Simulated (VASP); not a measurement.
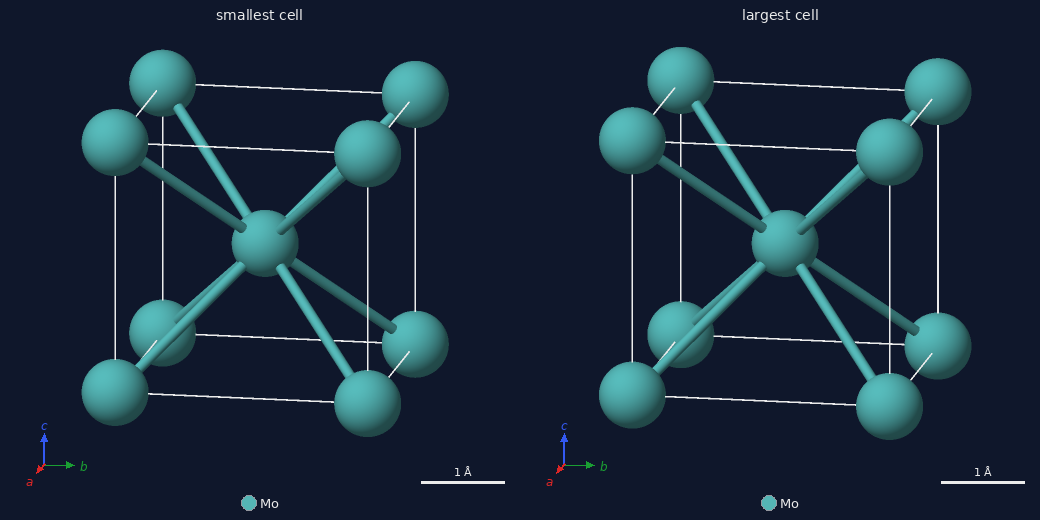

Mo, body-centred cubic (W type), space group Im-3m (No. 229), relaxed (cell and atoms, zero pressure) with six choices of dispersion term on top of revPBE; the smallest and the largest of the relaxed conventional cells are drawn to one scale (sticks follow a distance rule). The start was a structure listed in the Materials Project.

Alike in all runs: VASP 6.6.1; functional revPBE; VASP's PAW PBE potentials, release 64 (Mo_sv); cutoff 600 eV; k mesh 12 × 12 × 12 on the run's cell of 1 atom; occupations fermi-dirac, width 0.05 eV; no spin polarisation; no spin-orbit coupling. All runs are metallic.

```tsv
level	volume (Å³/atom)	a (Å)
none	?	?
dDsC	15.56	3.145
D3(BJ)	15.12	3.116
D3	15.17	3.119
D2	15.82	3.163
D4	15.39	3.134
```

Fill in the row of none.

Volume 15.96 Å³/atom; a 3.172 Å. That is the largest volume of all.

Order the levels by the relaxed volume, smallest first.

D3(BJ) (15.12 Å³/atom), D3 (15.17 Å³/atom), D4 (15.39 Å³/atom), dDsC (15.56 Å³/atom), D2 (15.82 Å³/atom), none (15.96 Å³/atom). Rows within a few tenths of a per cent can't be told apart.

Notes on single rows: D2: atom-pairwise D2, TS and ULG terms are unreliable in metals.

Caveat: the potentials were made with another functional, which shifts all volumes alike; pairwise dispersion terms can overbind metals strongly.
